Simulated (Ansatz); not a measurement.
**Band-structure calculation, with input and output: P**

P (Pm-3m, 1 atom in the cell), computed with DFT r2SCAN, scalar-relativistic, plane waves, PAW, no spin polarisation (Ansatz 0.2.0).

The structure derives from an entry of the Crystallography Open Database.

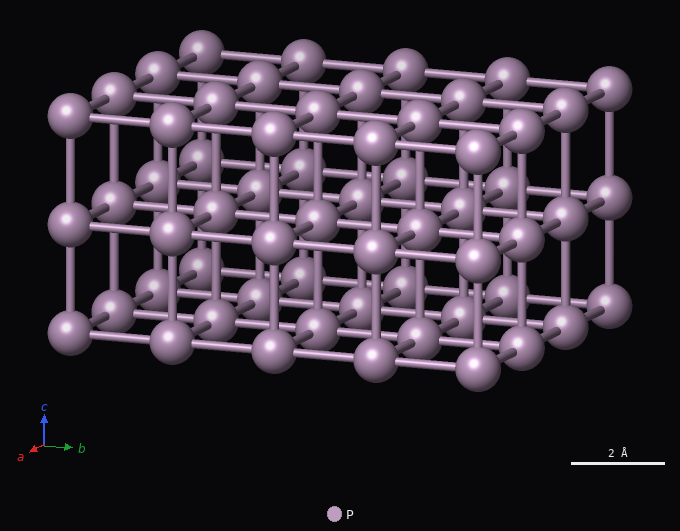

**Figure 1.** The structure as given in the input (ball-and-stick view of the cell of the calculation, repeated 3 × 4 × 2, seen slightly off an axis).

**Input**
```yaml
crystal:
  lattice:
    - [2.4072602641, 0.0, 0.0]
    - [0.0, 2.4072602641, 0.0]
    - [0.0, 0.0, 2.407368609]
  atoms:
    - { symbol: P, position: [0.0, 0.0, 0.0] }
basis:
  ecutwfc: 500
kpoints:
  mp_grid: { grid: [18, 18, 18] }
  band_path:
    path:
      - [[0.0, 0.0, 0.0], [0.0, 0.4999925, 0.0], [0.4999925, 0.4999925, 0.0], [0.0, 0.0, 0.0], [0.4999925, 0.4999925, 0.500015], [0.0, 0.4999925, 0.0]]
      - [[0.4999925, 0.4999925, 0.500015], [0.4999925, 0.4999925, 0.0]]
    npoints: 14
hamiltonian:
  xc: r2scan
scf:
  occupations: { method: gaussian, width: 0.1 }
  n_extra_bands: 6
output:
  forces: true
  stress: true
  eigenvalues: true
  populations: true
  dos: { projected: true, de: 0.02, nscf_kmesh: { grid: [27, 27, 27] } }
  bader: true
  write_density: true
  write_potential: true
  elf: true
  volumetric_format: npy
```

Run on 1 thread of Arm Neoverse V1, 112 GiB of memory available, shared host.

Run as:
```bash
ansatz run input.yaml --threads 1 --pin off --max-ram 2560MiB --backend cpu --events-out ev --progress --plain --runs-dir out
```

**The program's output**
```
Warning: 32 symmetry operations that the atoms keep within the bar at which the run's group was sought (crystal.symmetry.tolerance 1.0e-5, or twice it) were not taken beside the 16 unitary ones that the detection took (of a slab, those that keep its plane). If the more symmetric cell is meant, write the vectors of crystal.lattice to more decimals, or, with the positions in fractional coordinates, give it by lengths and angles (which lays the cell in the standard orientation, to which the deck's other Cartesian keys then refer), with the lengths that are meant to be equal typed equal, the angles likewise, and each angle that the symmetry fixes typed at its exact value (of a frozen-density pass: in the run whose state it reads). The detection then takes those 32 too, where the atoms keep them as a group. The lattice (crystal.lattice as typed, or as saved on a frozen-density pass laid at its state's geometry) misses each of them by more than the tolerance, the farthest off changing a squared length by the fraction 9.0e-5. The run does not impose them: its cell is that one, or, where this deck is also told that its lattice was moved onto its group, that cell laid onto the operations that were taken. If the cell is strained on purpose, what lies past the tolerance is rightly left out.
scf.n_extra_bands = 6 over 3 filled bands (N_el = 5.0): the run solves 9 bands
Engine: ansatz 0.2.0, aarch64-unknown-linux-gnu
Pseudopotentials: kind: paw
Pseudopotential: P, paw, valence charge 5, recommended cutoff 500 eV (meta_gga), P.paw.azcp
Functional definition: r2SCAN
  parameter k0 = 0.174
  parameter k1 = 0.065
  parameter a1 = 4.9479
  exchange = r2scan_x(k0 = k0, k1 = k1, a1 = a1)
  correlation = r2scan_c
Crystal: 1 atoms, lattice volume = 13.950 Å³
Basis set: ecut = 500 eV, 365 PW (Γ), exchange–correlation on 72×72×72 points (64 copies of the dense FFT grid, shifted against one another)
Bands: 9, of which v1, the nominal top of the filled ones, is band 3 counted from 1 (2 counted from 0)
Symmetry: 16 space group operations
Space group: P4/mmm (ITA 123), of the structure as read, at distance tolerance 2.4e-5 Å
k-points: 550 of 5832
Non-local potential: P, projectors of the file, l = 0: 2, l = 1: 2, l = 2: 2
PAW form: soft (Blöchl's): semilocal exchange-correlation on the pseudo side does not see the compensation charge
PAW frozen core: P, regenerated for the run's functional (the file was generated under x = pbe(κ = 0.804, μ = 0.2195149727645171), c = pbe(β = 0.06672455060314922))
PAW one-centre angular grid: P, 302 points (default); XC on 160 Gauss nodes
Initial density: superposition of atomic densities (neutral atoms: chi_scale 0, normalization atom), corrected by the library's trained network
Initial wavefunctions: pseudopotential atomic-orbital guess
Functional: x = r2scan, c = r2scan; τ floored in thin density (d = 2e-4 eV/Å³)
SCF iter   1: F=—  HF=-758.973935 eV  |F-HF|=—  |Δ(HF+E_count)|=         —  Δρ=5.94e-3  dr2=2.46e-3  dr2_τ=7.12e-3  ethr=1.77e-3  ⟨swp⟩=6.4  Hψ=42505  notcnv=0  defer=130
preconditioner: auto → none  [metal: Δε(μ)=0.018 eV  Ē_g=20.750 eV  σ=0.100 eV  W_gap=0.10  n_scr=0 (ndim 8)  ℏωp=22.2 eV  f_vac=0.000  D(μ)=0.40/eV (n_scr^D=0)]
SCF iter   2: F=—  HF=-759.001257 eV  |F-HF|=—  |Δ(HF+E_count)|=   2.73e-2  Δρ=3.60e-3  dr2=9.41e-4  dr2_τ=2.35e-5  ethr=4.92e-5  ⟨swp⟩=2.0  Hψ=13332  notcnv=0  defer=973
SCF iter   3: F=—  HF=-759.001683 eV  |F-HF|=—  |Δ(HF+E_count)|=   4.26e-4  Δρ=6.14e-4  dr2=3.70e-5  dr2_τ=2.24e-6  ethr=1.88e-5  ⟨swp⟩=2.0  Hψ=5348  notcnv=0  defer=973
SCF iter   4: F=—  HF=-759.001720 eV  |F-HF|=—  |Δ(HF+E_count)|=   3.71e-5  Δρ=1.57e-4  dr2=2.47e-6  dr2_τ=1.01e-7  ethr=7.40e-7  ⟨swp⟩=2.0  Hψ=5354  notcnv=0  defer=973
iter 5 did not close the SCF: its close was put off for the readings that it lacked (scf_convergence_deferred on its scf_iter line)
SCF iter   5: F=-759.001723 eV  HF=-759.001723 eV  |F-HF|=3.10e-8  |Δ(HF+E_count)|=   2.82e-6  Δρ=1.59e-5  dr2=2.27e-8  dr2_τ=1.17e-9  ethr=4.94e-8  ⟨swp⟩=2.2  Hψ=5351  notcnv=0  defer=973
SCF iter   6: F=-759.001723 eV  HF=-759.001723 eV  |F-HF|=4.04e-11  |Δ(HF+E_count)|=   3.39e-8  Δρ=8.32e-7  dr2=8.41e-11  dr2_τ=3.06e-12  ethr=4.53e-10  ⟨swp⟩=10.3  Hψ=32696  notcnv=0
SCF 1 converged in 6 iterations: F = -759.001723 eV  dr2 = 8.41e-11
  greatest PAW one-centre occupation: 0.795 electrons in one spin orbital (limit 2), on the P atom at site 0 (counted from 0), in its partial waves of l = 0
```

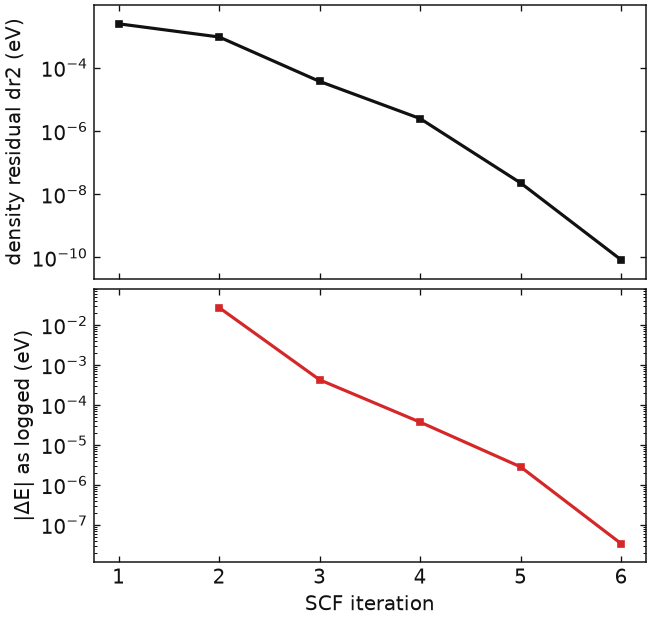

**Figure 2.** Convergence of the self-consistent field: density residual dr2 and size of the energy change against the SCF iteration. The residual falls at every step.

```
NSCF: frozen V_eff on 86 k-points
NSCF: frozen V_eff on 1470 k-points
SCF converged after 6 iterations
Free energy (F): -759.001723 eV
Harris-Foulkes:  -759.001723 eV  (|F-HF|=4.04e-11)
Internal energy: -758.999530 eV  (E = F + TS)
E sigma→0 (E₀):  -759.000626 eV
Entropy (-TS):   -0.002193 eV (-2.193 meV/atom)
Fermi energy:    11.591334 eV
--- Per-component energies (eV) ---
  E_band       = 22.145817
  E_kinetic    = 72.606696
  E_local      = -22.256731  (includes V_loc(G=0)·N_el)
  E_nonlocal   = 32.680889
  E_hartree    = 5.331897
  E_xc         = -59.468733
  E_vxc        = -66.894263  (∫ρ·V_xc dr)
  E_paw        = -575.655595  (= ΣΔE_a)
  E_vpaw       = -7.755552  (= ΣTr[D̂ρ^β])
  E_aug_tail   = 0.000001  (compensation charges beyond the density's cutoff)
  E_vtau       = 3.101018  (kinetic-family band-sum trace: ∫τ·v_τ [+ j·A + Jᵃ·Aᵃ] dr)
  E_ewald      = -212.147111
  E_core_change = -0.090842  (= ΣΔE_core)
  E_smearing   = -0.002193  (= −TS)
  E_closure    = -0.000000  (closes the sum)
  Σ components = -759.001723   (vs F -759.001723, Δ=0.00e0)
--- Forces (eV/Å), atoms counted from 1 ---
  atom   1  P      0.00000000     0.00000000     0.00000000
  max |Σ_I F_I| component: 1.39e-32 eV/Å
--- Stress (GPa, compression-positive) ---
        4.561260       0.000000       0.000000
        0.000000       4.561260       0.000000
        0.000000       0.000000       4.557001
  P = ⅓ Tr σ = 4.5598 GPa (45.598 kbar)
--- Band table (eV; the first three rows and the last of 550) ---
  k-point 0: bands = ["-6.1123", "17.2726", "17.2747", "17.2747", "18.6632", "18.6637", "27.8406", "37.1201", "37.1201"]
  k-point 1: bands = ["-6.0357", "15.6462", "17.3362", "17.3362", "18.7230", "20.2063", "28.0854", "36.6160", "36.6160"]
  k-point 2: bands = ["-5.8065", "13.4906", "17.5193", "17.5193", "18.8984", "22.0724", "28.8451", "35.3689", "35.3689"]
  k-point 549: bands = ["9.2570", "9.2570", "9.2580", "10.7823", "16.5056", "16.5062", "16.5062", "23.6057", "44.1041"]
--- Löwdin populations: 1 site ---
  site symbol       q [e]
     0      P      4.9095
  spilling = 0.018092 (of n_electrons = 5.000000)
--- Bader charges: 1 site ---
  site symbol  charge [e]  shift [e]
     0      P      0.0000     0.0000
  estimated error of the sums over rays = 6.9e-7 e
```

**File bader_charges.tsv**
```
# site	symbol	x_ang	y_ang	z_ang	partial_charge_e	electrons	volume_ang3	relative_density_drop	shared_charge_e	partial_wave_shift_e
# quadrature_error_electrons = 6.9e-7
0	P	0.0000	0.0000	0.0000	0.00000	15.00000	13.95	-	0.00000	0.00000
```

**File populations.tsv**
```
# site	symbol	l	j	q
# orbitals = lowdin
# n_electrons = 5.000000
# spilling = 0.018092
0	P	0_3S	-	1.563096
0	P	1_3P	-	3.346442
```

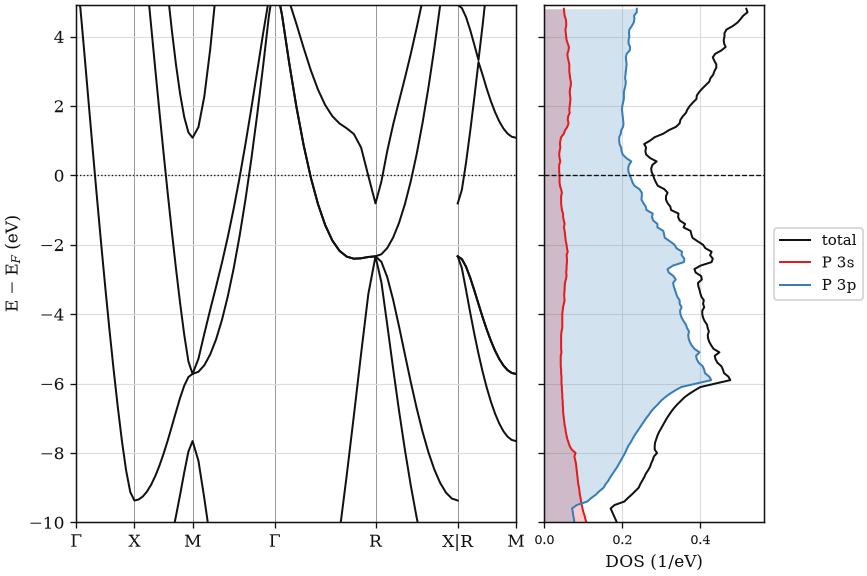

**Figure 3.** Band structure along Γ–X–M–Γ–R–X|R–M and density of states (projected on Löwdin-orthogonalised atomic shells), with energies from the Fermi level. Bands cross the Fermi level: a metal at this level of theory.

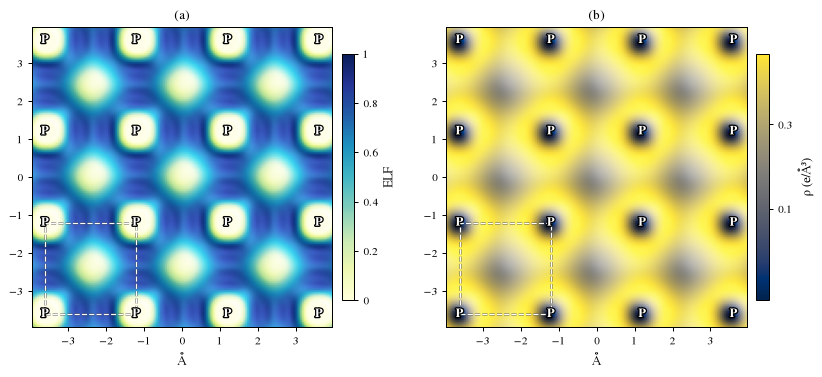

**Figure 4.** (a) ELF; (b) valence pseudo-density on the (100) plane of the conventional cell. P–P (2.41 Å): ρ at the midpoint is about 0.56 e/Å³; the ELF peaks at about 0.85 between the atoms, which marks a shared electron pair. Away from the nuclei the density in this plane falls to 0.15 e/Å³ at its lowest. The fields are those of the smooth PAW valence density.

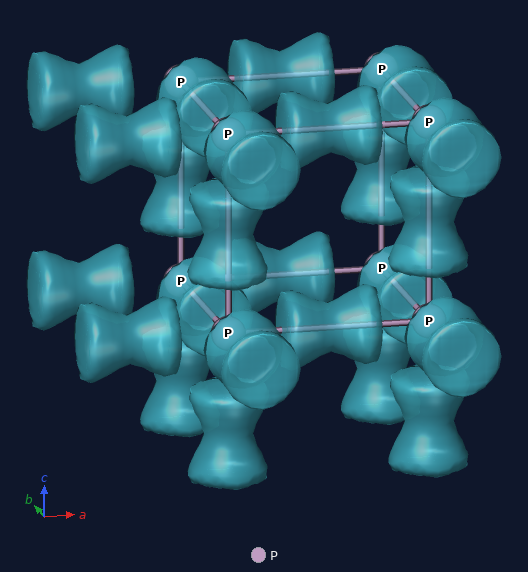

**Figure 5.** Isosurface of the ELF at 0.75 (cyan), seen slightly off an axis. Only the valence region is drawn (cores and ρ < 0.01 e/Å³ removed). Sticks mark near contacts. The outline is the cell set on symmetry axes. Values along the shortest contacts: P–P (2.41 Å): the ELF peaks at about 0.85 between the atoms, which marks a covalent bond.

**Results in brief**

- outcome: converged
- space group (tolerance 0.01 Å): Pm-3m (221)
- electrons treated: 5
- free energy: −759.0017 eV
- Fermi energy: 11.591 eV
- gap on the k-point mesh: none (metallic)
- pressure: 4.56 GPa
- largest force (length of the vector): under 0.001 eV/Å
- wall time: 34 s
- peak memory: 0.41 GiB

The program warns: near-symmetries of the structure were not used.
